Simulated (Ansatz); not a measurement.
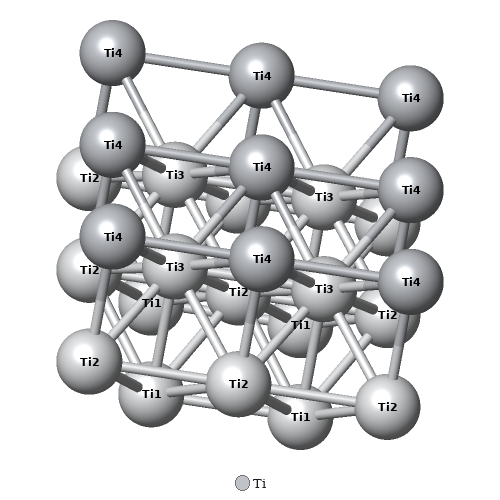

The system is C on a Ti(110) slab cut from the Fm-3m phase, its upper half relaxed before the scan (4 atoms of substrate and one adsorbate in a 1 × 1 cell); the picture shows it without the atoms that are moved over the map. C is moved over the surface cell; relaxed at each place: the height of the adsorbate's atoms; substrate rigid; the origin of the map has the adsorbate above Ti4. Places are given modulo a cell vector. The map is drawn in real space over the plane of the surface. Grid: 6 × 10 points; 24 points were computed and 36 follow by symmetry. Energies: eV, counted from the lowest grid point. At some places the adsorbate sinks to or below the level of the top layer. With one adsorbate in each 1 × 1 cell, its nearest image is 2.9 Å away, so neighbouring adsorbates interact. The calculation used DFT PBE, scalar-relativistic, plane waves, PAW (Ansatz). Settings: cutoff 420 eV, k-mesh 9×7×1, gaussian smearing 0.1 eV, no spin polarisation.

Range: position of C5 along the first surface vector from 0.000 to 0.833; position of C5 along the second surface vector from 0.0 to 0.9.

What landscape does the calculation give?

The lowest grid point is at (1/6, 5/10) of the cell vectors [nearest 1 Ti at 1.95 Å]. The same energy is found at (5/6, 5/10) of the cell vectors [nearest 1 Ti at 1.95 Å]. The highest grid point, the top site over a surface Ti atom, (0/6, 0/10) of the cell vectors, lies 4.40 eV above the lowest. At the lowest point the adsorbate has 1 Ti at 1.95 Å as nearest neighbours, at the highest 1 Ti at 1.89 Å. Its relaxed height above the top atom is 0.30 Å at the lowest and 1.89 Å at the highest point.

| second ↓, first → | 0/6 | 1/6 | 2/6 | 3/6 | 4/6 | 5/6 |
| --- | --- | --- | --- | --- | --- | --- |
| 9/10 | 4.30 | 3.95 | 2.95 | 1.94 | 2.95 | 3.95 |
| 8/10 | 3.95 | 3.58 | 2.53 | 1.38 | 2.53 | 3.58 |
| 7/10 | 3.26 | 2.70 | 1.17 | 0.17 | 1.17 | 2.70 |
| 6/10 | 1.03 | 0.57 | 0.28 | 0.52 | 0.28 | 0.57 |
| 5/10 | 0.03 | 0.00 | 0.38 | 0.80 | 0.38 | 0.00 |
| 4/10 | 1.03 | 0.57 | 0.28 | 0.52 | 0.28 | 0.57 |
| 3/10 | 3.26 | 2.70 | 1.17 | 0.17 | 1.17 | 2.70 |
| 2/10 | 3.95 | 3.58 | 2.53 | 1.38 | 2.53 | 3.58 |
| 1/10 | 4.30 | 3.95 | 2.95 | 1.94 | 2.95 | 3.95 |
| 0/10 | 4.40 | 4.05 | 3.05 | 2.07 | 3.05 | 4.05 |

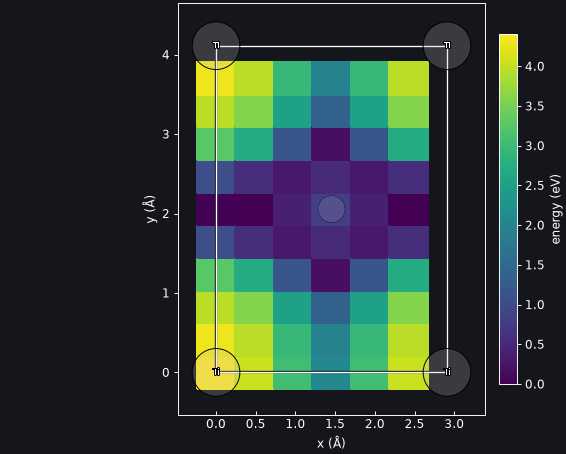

The picture shows one coloured cell a grid point, labelled circles for the atoms of the top layer and small ones for the second layer, the outline of one cell of the plane.

The whole map (24 points run) took 33 min on 1 thread of Arm Neoverse V2, with other jobs on the host.
